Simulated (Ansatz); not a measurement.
# Al$_{2}$O$_{3}$: geometry relaxation (part 1 of 2)

- system: Al$_{2}$O$_{3}$ (20 atoms in the cell)
- method: DFT PBE, scalar-relativistic, plane waves, PAW, no spin polarisation (Ansatz 0.2.0)

The structure derives from a Materials Project entry. Figures and captions count atoms from 1; the log counts them from 0 in places.

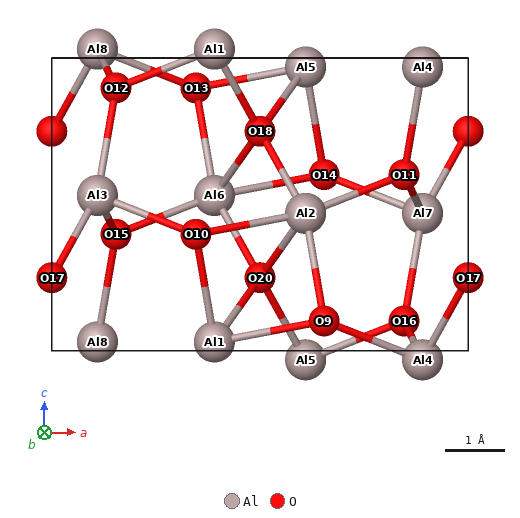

**Figure 1.** The input geometry (ball-and-stick view of the cell of the calculation, along the b axis; atoms are numbered from 1 in the order of the input). Near neighbours in the crystal (not all of them lie inside the picture): Al has 6 O at 1.89 to 2.05 Å; O has 4 Al at 1.89 to 2.05 Å.

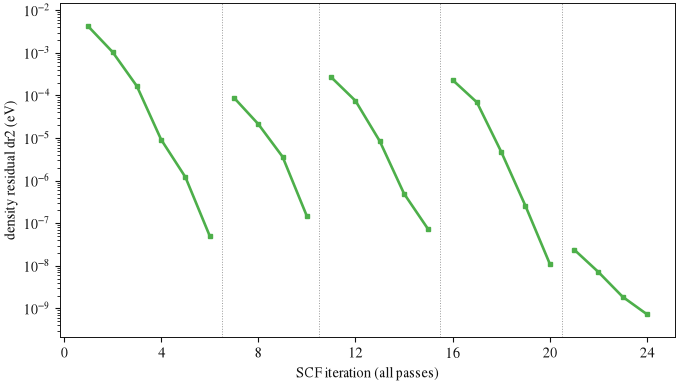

**Figure 2.** Convergence of the self-consistent field: density residual dr2 against the SCF iteration. The dotted lines part the SCF passes of the relaxation: geometry steps, rejected trials and re-solves on a re-selected basis. The 5 passes take 4 to 6 iterations each, 24 in all.

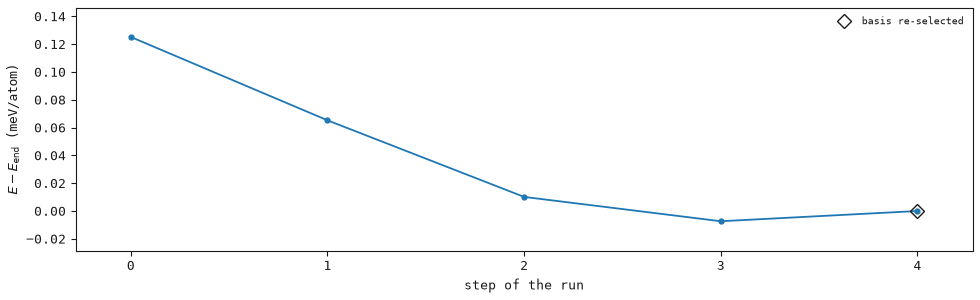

**Figure 3.** Progress of the relaxation, step by step (the first geometry is step 0 here and step 1 in the log). The largest moves relative to the cell, 0.006 Å, are those of 8 atoms (Al1, Al2, Al3, Al4 and others). Largest moves by element: Al 0.006 Å, O 0.004 Å. Among the contacts that change: Al1–O10 2.008 → 2.016 Å, Al1–O9 2.049 → 2.044 Å, Al1–O13 1.907 → 1.903 Å. The space group stays Pbcn (No. 60). The energy falls by 0.1 meV per atom in 3 geometry steps. The largest force component goes from 0.058 to 0.0026 eV/Å. The pressure goes from −6.53 to −6.37 GPa. A last SCF at the same geometry on a re-selected plane-wave basis shifts the energy by +0.0 meV per atom. (Atoms are counted from 1 in the order of the input.)

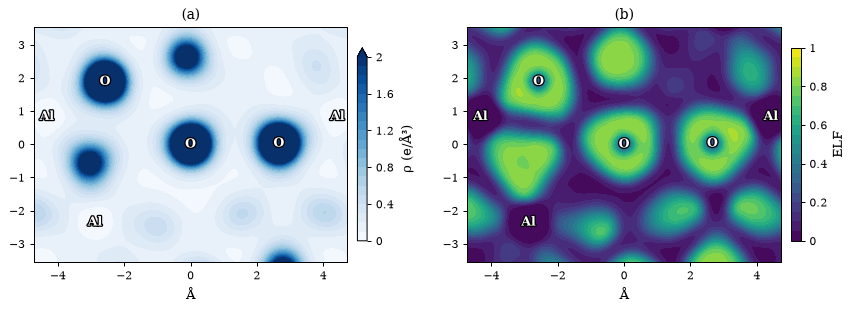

**Figure 4.** (a) valence charge density (pseudo); (b) electron localisation function on the (111) plane of the conventional cell. The section cuts through Al and O sites. Al–O (1.95 Å): the density is about 0.54 e/Å³ at the midpoint; the ELF is about 0.80 at the midpoint. Al–O (2.04 Å): ρ is about 0.45 e/Å³ halfway; the ELF is about 0.75 at the midpoint. Away from the nuclei the density in this plane falls to 0.07 e/Å³ at its lowest. Core electrons are frozen (PAW), so the fields are smoothed inside the atomic spheres.

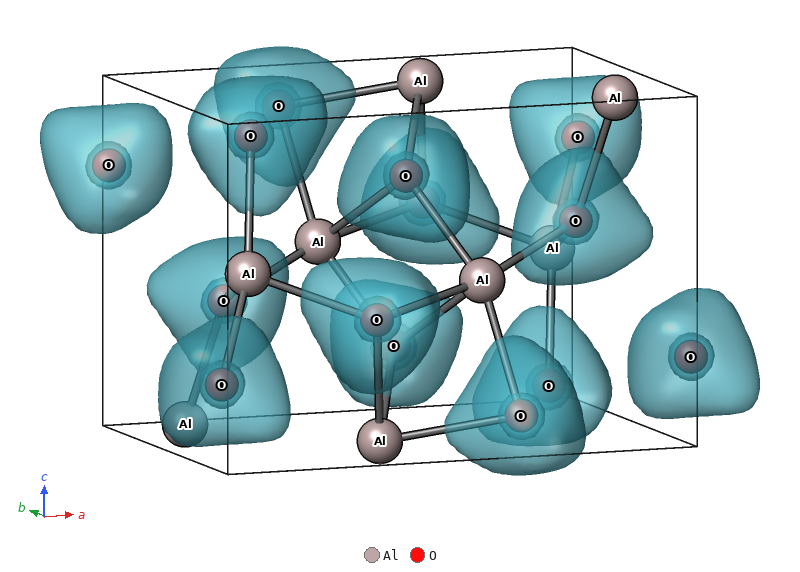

**Figure 5.** Isosurface of the ELF at 0.65 (cyan), seen slightly off an axis. Only the valence region is drawn (cores and ρ < 0.01 e/Å³ removed). Sticks mark near contacts. The outline is the cell set on symmetry axes. Profiles from the grid: Al–O (1.88 Å): the ELF is about 0.80 at the midpoint. Al–O (1.95 Å): the ELF is about 0.80 at the midpoint.

The input and output of the run follow.

The input:
```yaml
crystal:
  lattice:
    - [7.1615065014, 0.0, 0.0]
    - [0.0, 4.8955671846, 0.0]
    - [0.0, 0.0, 5.0367735334]
  atoms:
    - { symbol: Al, position: [0.3904511748, 0.2521508468, 0.030545706] }
    - { symbol: Al, position: [0.6095488252, 0.2521508468, 0.469454294] }
    - { symbol: Al, position: [0.1095488252, 0.2478491532, 0.530545706] }
    - { symbol: Al, position: [0.8904511748, 0.2478491532, 0.969454294] }
    - { symbol: Al, position: [0.6095488252, 0.7478491532, 0.969454294] }
    - { symbol: Al, position: [0.3904511748, 0.7478491532, 0.530545706] }
    - { symbol: Al, position: [0.8904511748, 0.7521508468, 0.469454294] }
    - { symbol: Al, position: [0.1095488252, 0.7521508468, 0.030545706] }
    - { symbol: O, position: [0.6539986656, 0.1069697581, 0.1019782641] }
    - { symbol: O, position: [0.3460013344, 0.1069697581, 0.3980217359] }
    - { symbol: O, position: [0.8460013344, 0.3930302419, 0.6019782641] }
    - { symbol: O, position: [0.1539986656, 0.3930302419, 0.8980217359] }
    - { symbol: O, position: [0.3460013344, 0.8930302419, 0.8980217359] }
    - { symbol: O, position: [0.6539986656, 0.8930302419, 0.6019782641] }
    - { symbol: O, position: [0.1539986656, 0.6069697581, 0.3980217359] }
    - { symbol: O, position: [0.8460013344, 0.6069697581, 0.1019782641] }
    - { symbol: O, position: [0.0, 0.0494463152, 0.25] }
    - { symbol: O, position: [0.5, 0.4505536848, 0.75] }
    - { symbol: O, position: [0.0, 0.9505536848, 0.75] }
    - { symbol: O, position: [0.5, 0.5494463152, 0.25] }
basis:
  ecutwfc: 420
kpoints:
  mp_grid: { grid: [4, 6, 6] }
hamiltonian:
  xc: pbe
scf:
  occupations: { method: gaussian, width: 0.02 }
output:
  forces: true
  stress: true
  eigenvalues: true
  write_density: true
  write_potential: true
  elf: true
  volumetric_format: npy
relax:
  adjacent_minimum: "off"
  f_tol: 0.01
  max_steps: 30
  cell: { stress_tol: 0.1, fix: [volume] }
```

Launch command:
```bash
ansatz run input.yaml --threads 4 --pin off --max-ram 10240MiB --backend cpu --events-out ev --progress --plain --runs-dir out
```

What the program printed:
```
Engine: ansatz 0.2.0, aarch64-unknown-linux-gnu
Pseudopotentials: kind: paw
Pseudopotential: Al, paw, valence charge 3, recommended cutoff 420 eV (normal), Al.paw.azcp
Pseudopotential: O, paw, valence charge 6, recommended cutoff 420 eV (normal), O.paw.azcp
Functional definition: PBE
  parameter kappa = 0.804
  parameter beta = 0.06672455060314922
  exchange = pbe_x(kappa = kappa, mu = beta*pi^2/3)
  correlation = pbe_c(beta = beta)
Crystal: 20 atoms, lattice volume = 176.587 Å³
Basis set: ecut = 420 eV, 3483 PW (Γ), exchange–correlation on 96×72×72 points (8 copies of the dense FFT grid, shifted against one another)
Bands: 68, of which v1, the nominal top of the filled ones, is band 48 counted from 1 (47 counted from 0)
Symmetry: 8 space group operations
Space group: Pbcn (ITA 60), of the structure as read, at distance tolerance 5.6e-5 Å
k-points: 48 of 144
Non-local potential: Al, projectors of the file, l = 0: 2, l = 1: 2, l = 2: 1
Non-local potential: O, projectors of the file, l = 0: 2, l = 1: 2, l = 2: 1
PAW form: soft (Blöchl's): semilocal exchange-correlation on the pseudo side does not see the compensation charge
PAW one-centre angular grid: Al, 110 points (default); XC on 64 Gauss nodes
PAW one-centre angular grid: O, 110 points (default); XC on 64 Gauss nodes
Initial density: superposition of atomic densities (neutral atoms: chi_scale 0, normalization atom), corrected by the library's trained network
Initial wavefunctions: pseudopotential atomic-orbital guess
Functional: x = pbe(κ = 0.804, μ = 0.2195149727645171), c = pbe(β = 0.06672455060314922)
SCF iter   1: F=—  HF=-11137.241828 eV  |F-HF|=—  |Δ(HF+E_count)|=         —  Δρ=2.01e-3  dr2=4.18e-3  ethr=1.77e-3  ⟨swp⟩=6.5  Hψ=14916  notcnv=0  defer=251
preconditioner: auto → Resta (q_TF=auto, 2.465 Å⁻¹)  ε∞=3.8  [insulator: Δε(μ)=4.959 eV  Ē_g=16.487 eV  σ=0.020 eV  W_gap=1.00  n_scr=36 (ndim 8)  ℏωp=27.4 eV  f_vac=0.000  D(μ)=0.00/eV (n_scr^D=0)  ε∞_Penn≈3.8]
SCF iter   2: F=—  HF=-11137.244141 eV  |F-HF|=—  |Δ(HF+E_count)|=   2.31e-3  Δρ=1.05e-3  dr2=1.05e-3  ethr=4.35e-6  ⟨swp⟩=2.0  Hψ=6368  notcnv=0  defer=645
SCF iter   3: F=—  HF=-11137.245378 eV  |F-HF|=—  |Δ(HF+E_count)|=   1.24e-3  Δρ=3.41e-4  dr2=1.66e-4  ethr=1.09e-6  ⟨swp⟩=2.6  Hψ=5224  notcnv=0  defer=645
SCF iter   4: F=—  HF=-11137.245436 eV  |F-HF|=—  |Δ(HF+E_count)|=   5.77e-5  Δρ=9.10e-5  dr2=9.21e-6  ethr=1.73e-7  ⟨swp⟩=2.1  Hψ=4408  notcnv=0  defer=645
SCF iter   5: F=—  HF=-11137.245566 eV  |F-HF|=—  |Δ(HF+E_count)|=   1.30e-4  Δρ=3.46e-5  dr2=1.21e-6  ethr=9.60e-9  ⟨swp⟩=2.1  Hψ=4533  notcnv=0  defer=645
SCF iter   6: F=-11137.245567 eV  HF=-11137.245567 eV  |F-HF|=2.69e-8  |Δ(HF+E_count)|=   1.12e-6  Δρ=6.58e-6  dr2=5.05e-8  ethr=1.04e-10  ⟨swp⟩=15.1  Hψ=25432  notcnv=0
SCF 1 converged in 6 iterations: F = -11137.245567 eV  dr2 = 5.05e-8
  greatest PAW one-centre occupation: 0.860 electrons in one spin orbital (limit 2), on the O atom at site 19 (counted from 0), in its partial waves of l = 0
relax step   1: F+E_penalty+E_count = -11137.24556709 eV  Δ(F+E_penalty+E_count) = +0.000e0 eV  max|allowed force component| = 5.846e-2 eV/Å  Δτ_max = 0.0000 Å  P = -6.534 GPa  Ω = 176.587 Å³  fix = [volume]  reactions: volume -6.534 GPa  (6 SCF iters, dr2 threshold 1.00e-7 eV, accepted)
Initial density: handed on by an earlier stage of this run
Initial wavefunctions: those handed on with the density
iter 1 solved again at ethr=9.25e-8 eV; its pass at ethr=3.10e-3 eV (dr2=8.88e-5 eV) is discarded
SCF iter   1: F=—  HF=-11137.246657 eV  |F-HF|=—  |Δ(HF+E_count)|=         —  Δρ=2.68e-4  dr2=8.84e-5  ethr=9.25e-8  ⟨swp⟩=2.9  Hψ=12459  notcnv=0
preconditioner: auto → Resta (q_TF=auto, 2.465 Å⁻¹)  ε∞=3.8  [insulator: Δε(μ)=4.977 eV  Ē_g=16.493 eV  σ=0.020 eV  W_gap=1.00  n_scr=36 (ndim 8)  ℏωp=27.4 eV  f_vac=0.000  D(μ)=0.00/eV (n_scr^D=0)  ε∞_Penn≈3.8]
SCF iter   2: F=—  HF=-11137.246769 eV  |F-HF|=—  |Δ(HF+E_count)|=   1.12e-4  Δρ=1.27e-4  dr2=2.13e-5  ethr=9.21e-8  ⟨swp⟩=2.6  Hψ=5202  notcnv=0
SCF iter   3: F=—  HF=-11137.246766 eV  |F-HF|=—  |Δ(HF+E_count)|=   2.99e-6  Δρ=5.35e-5  dr2=3.64e-6  ethr=2.22e-8  ⟨swp⟩=2.0  Hψ=4880  notcnv=0
SCF iter   4: F=-11137.246766 eV  HF=-11137.246766 eV  |F-HF|=1.12e-9  |Δ(HF+E_count)|=   5.03e-7  Δρ=1.12e-5  dr2=1.47e-7  ethr=2.60e-10  ⟨swp⟩=10.2  Hψ=23330  notcnv=0
SCF 2 converged in 4 iterations: F = -11137.246766 eV  dr2 = 1.47e-7
relax step   2: F+E_penalty+E_count = -11137.24676565 eV  Δ(F+E_penalty+E_count) = -1.199e-3 eV  max|allowed force component| = 3.653e-2 eV/Å  Δτ_max = 0.0022 Å  P = -6.485 GPa  Ω = 176.587 Å³  energy of the carried Pulay correction = +3.493e-15 eV  fix = [volume]  reactions: volume -6.485 GPa  (4 SCF iters, dr2 threshold 2.49e-7 eV, accepted)
iter 1 solved again at ethr=2.65e-7 eV; its pass at ethr=3.10e-3 eV (dr2=2.55e-4 eV) is discarded
SCF iter   1: F=—  HF=-11137.247819 eV  |F-HF|=—  |Δ(HF+E_count)|=         —  Δρ=3.98e-4  dr2=2.69e-4  ethr=2.65e-7  ⟨swp⟩=3.4  Hψ=11867  notcnv=0
preconditioner: auto → Resta (q_TF=auto, 2.465 Å⁻¹)  ε∞=3.8  [insulator: Δε(μ)=4.984 eV  Ē_g=16.496 eV  σ=0.020 eV  W_gap=1.00  n_scr=36 (ndim 8)  ℏωp=27.4 eV  f_vac=0.000  D(μ)=0.00/eV (n_scr^D=0)  ε∞_Penn≈3.8]
SCF iter   2: F=—  HF=-11137.247754 eV  |F-HF|=—  |Δ(HF+E_count)|=   6.50e-5  Δρ=2.01e-4  dr2=7.51e-5  ethr=2.65e-7  ⟨swp⟩=2.0  Hψ=4992  notcnv=0
SCF iter   3: F=—  HF=-11137.247870 eV  |F-HF|=—  |Δ(HF+E_count)|=   1.17e-4  Δρ=8.63e-5  dr2=8.49e-6  ethr=7.82e-8  ⟨swp⟩=2.0  Hψ=4935  notcnv=0
SCF iter   4: F=—  HF=-11137.247868 eV  |F-HF|=—  |Δ(HF+E_count)|=   1.76e-6  Δρ=1.81e-5  dr2=4.96e-7  ethr=8.85e-9  ⟨swp⟩=2.1  Hψ=5147  notcnv=0
SCF iter   5: F=-11137.247868 eV  HF=-11137.247868 eV  |F-HF|=4.14e-8  |Δ(HF+E_count)|=   3.59e-8  Δρ=7.58e-6  dr2=7.16e-8  ethr=8.69e-11  ⟨swp⟩=12.1  Hψ=21387  notcnv=0
SCF 3 converged in 5 iterations: F = -11137.247868 eV  dr2 = 7.16e-8
relax step   3: F+E_penalty+E_count = -11137.24786835 eV  Δ(F+E_penalty+E_count) = -1.103e-3 eV  max|allowed force component| = 1.178e-2 eV/Å  Δτ_max = 0.0029 Å  P = -6.404 GPa  Ω = 176.587 Å³  energy of the carried Pulay correction = +4.668e-14 eV  fix = [volume]  reactions: volume -6.404 GPa  (5 SCF iters, dr2 threshold 8.34e-8 eV, accepted)
iter 1 solved again at ethr=2.14e-7 eV; its pass at ethr=3.10e-3 eV (dr2=2.06e-4 eV) is discarded
SCF iter   1: F=—  HF=-11137.248139 eV  |F-HF|=—  |Δ(HF+E_count)|=         —  Δρ=3.86e-4  dr2=2.31e-4  ethr=2.14e-7  ⟨swp⟩=3.8  Hψ=12977  notcnv=0  defer=2
preconditioner: auto → Resta (q_TF=auto, 2.465 Å⁻¹)  ε∞=3.8  [insulator: Δε(μ)=4.987 eV  Ē_g=16.497 eV  σ=0.020 eV  W_gap=1.00  n_scr=36 (ndim 8)  ℏωp=27.4 eV  f_vac=0.000  D(μ)=0.00/eV (n_scr^D=0)  ε∞_Penn≈3.8]
SCF iter   2: F=—  HF=-11137.248091 eV  |F-HF|=—  |Δ(HF+E_count)|=   4.79e-5  Δρ=2.15e-4  dr2=6.91e-5  ethr=2.14e-7  ⟨swp⟩=1.0  Hψ=3264  notcnv=0
SCF iter   3: F=—  HF=-11137.248219 eV  |F-HF|=—  |Δ(HF+E_count)|=   1.28e-4  Δρ=6.15e-5  dr2=4.78e-6  ethr=7.19e-8  ⟨swp⟩=2.1  Hψ=4878  notcnv=0
SCF iter   4: F=—  HF=-11137.248218 eV  |F-HF|=—  |Δ(HF+E_count)|=   1.03e-6  Δρ=1.54e-5  dr2=2.55e-7  ethr=4.98e-9  ⟨swp⟩=2.1  Hψ=4911  notcnv=0
SCF iter   5: F=-11137.248218 eV  HF=-11137.248218 eV  |F-HF|=2.82e-9  |Δ(HF+E_count)|=   4.00e-8  Δρ=3.23e-6  dr2=1.12e-8  ethr=7.87e-11  ⟨swp⟩=11.3  Hψ=20142  notcnv=0
SCF 4 converged in 5 iterations: F = -11137.248218 eV  dr2 = 1.12e-8
relax step   4: F+E_penalty+E_count = -11137.24821822 eV  Δ(F+E_penalty+E_count) = -3.499e-4 eV  max|allowed force component| = 2.636e-3 eV/Å  Δτ_max = 0.0021 Å  P = -6.372 GPa  Ω = 176.587 Å³  energy of the carried Pulay correction = +7.622e-15 eV  fix = [volume]  reactions: volume -6.372 GPa  (5 SCF iters, dr2 threshold 7.55e-8 eV, accepted)
Initial wavefunctions: pseudopotential atomic-orbital guess (no wavefunctions were taken with the density)
iter 1 solved again at ethr=2.50e-8 eV; its pass at ethr=3.10e-3 eV (dr2=2.40e-5 eV) is discarded
SCF iter   1: F=—  HF=-11137.247919 eV  |F-HF|=—  |Δ(HF+E_count)|=         —  Δρ=7.26e-6  dr2=2.42e-8  ethr=2.50e-8  ⟨swp⟩=5.4  Hψ=25493  notcnv=0  defer=1
preconditioner: auto → Resta (q_TF=auto, 2.465 Å⁻¹)  ε∞=3.8  [insulator: Δε(μ)=4.986 eV  Ē_g=16.497 eV  σ=0.020 eV  W_gap=1.00  n_scr=36 (ndim 8)  ℏωp=27.4 eV  f_vac=0.000  D(μ)=0.00/eV (n_scr^D=0)  ε∞_Penn≈3.8]
SCF iter   2: F=—  HF=-11137.248071 eV  |F-HF|=—  |Δ(HF+E_count)|=   1.53e-4  Δρ=3.75e-6  dr2=7.19e-9  ethr=2.52e-11  ⟨swp⟩=3.2  Hψ=7221  notcnv=0
SCF iter   3: F=—  HF=-11137.248071 eV  |F-HF|=—  |Δ(HF+E_count)|=   9.67e-9  Δρ=1.85e-6  dr2=1.88e-9  ethr=7.49e-12  ⟨swp⟩=2.6  Hψ=5561  notcnv=0
SCF iter   4: F=-11137.248071 eV  HF=-11137.248071 eV  |F-HF|=1.82e-12  |Δ(HF+E_count)|=   3.30e-9  Δρ=9.18e-7  dr2=7.31e-10  ethr=1.00e-12  ⟨swp⟩=9.2  Hψ=16892  notcnv=0
SCF 5 converged in 4 iterations: F = -11137.248071 eV  dr2 = 7.31e-10
relax step   5: F+E_penalty+E_count = -11137.24807119 eV  Δ(F+E_penalty+E_count) = +1.470e-4 eV  max|allowed force component| = 2.616e-3 eV/Å  Δτ_max = 0.0000 Å  P = -6.373 GPa  Ω = 176.587 Å³  fix = [volume]  reactions: volume -6.373 GPa  stress off target by 2.76e-2 GPa on what of the cell is left free  SCF on the basis re-selected at this cell (its energy is not comparable with the rows above)  (4 SCF iters)
basis re-selected at this cell: Δ(F+E_penalty+E_count) = +1.470e-4 eV, ΔP = -0.001 GPa vs the last step (what re-selecting the basis moved, of the pressure what is left beyond the Pulay correction that the steps carried, after the strain that the cell walked since its last selection, with what the two solves' SCF thresholds leave and, on support functions, any second-order correction that the steps lacked; it is no measure of the basis error at this ecutwfc). This SCF's stress stands 2.76e-2 GPa from its target on what of the cell is left free (relax.cell.stress_tol is 1.00e-1 GPa) and its largest allowed force component is 2.62e-3 eV/Å (relax.f_tol is 1.00e-2 eV/Å): within both
SCF converged after 4 iterations
Free energy (F): -11137.248071 eV
Harris-Foulkes:  -11137.248071 eV  (|F-HF|=1.82e-12)
Internal energy: -11137.248071 eV  (E = F + TS)
E sigma→0 (E₀):  -11137.248071 eV
Fermi energy:    10.001414 eV
```
